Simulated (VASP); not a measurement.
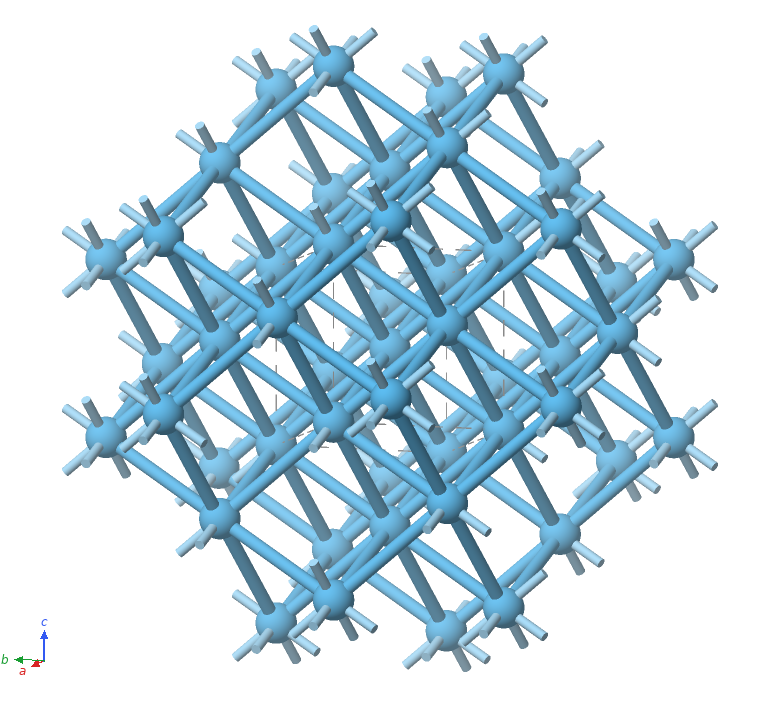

A cut-out of a periodic net derived from a crystal structure. Nodes are coloured by topological kind. Edges to nodes outside the piece are drawn as stubs.

### Describe the net.

A uninodal 8-connected, three-periodic net. It is the bcu net, known from CsCl and the body-centred cubic metals.

### Give point symbol and coordination sequence.

4^24.6^4, sequence 8, 26, 56, 98, 152, 218.

The net was derived as follows. System InPd (space group Pm-3m, No. 221); source of the atomic positions: the geometry relaxed with VASP Kohn-Sham DFT of a periodic cell, BLYP, VASP PAW PBE potentials, recommended (VASP 6.6.1). Bonds are taken as In–Pd below 3.3 Å. The graph is simplified in the usual way: terminal and isolated atoms are pruned, two-connected atoms become edges. In and Pd are 8-connected nodes.
